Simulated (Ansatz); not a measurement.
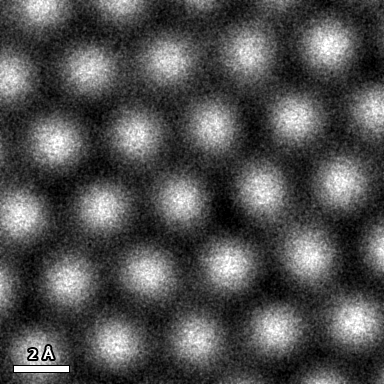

iDPC-like image of Pb (Fd-3m, No. 227). Simulated as the projected potential of neutral atoms (B = 0.8 Å²) blurred by a 1.30 Å probe, the thin-sample limit of integrated differential phase contrast. Shot noise and the speckle of an amorphous layer were added. Structure used: the end point of a relaxation with DFT, RPBE, plane waves (420 eV) with PAW, scalar-relativistic (Ansatz 0.2.0); the starting structure was generated, so it need not be a known form of this composition.

```cif
data_structure
_symmetry_space_group_name_H-M 'Fd-3m:1'
_symmetry_Int_Tables_number 227
_cell_length_a 7.1699
_cell_length_b 7.1699
_cell_length_c 7.1699
_cell_angle_alpha 90.000
_cell_angle_beta 90.000
_cell_angle_gamma 90.000
_cell_volume 368.59
loop_
_atom_site_label
_atom_site_type_symbol
_atom_site_symmetry_multiplicity
_atom_site_Wyckoff_symbol
_atom_site_fract_x
_atom_site_fract_y
_atom_site_fract_z
_atom_site_occupancy
Pb1 Pb 8 b 0.25000 0.25000 0.75000 1
```

Which beam direction gives this image, [111], [001], [221] or [211]? (Directions equivalent by symmetry count as one.)

[111]. The projected cells are 2.93 × 2.93 Å, 120° for [111]; 2.53 × 2.53 Å, 90° for [001]; 0.84 × 2.53 Å, 90° for [221]; 2.53 × 4.14 Å, 90° for [211], and the image repeats as the [111] one does.
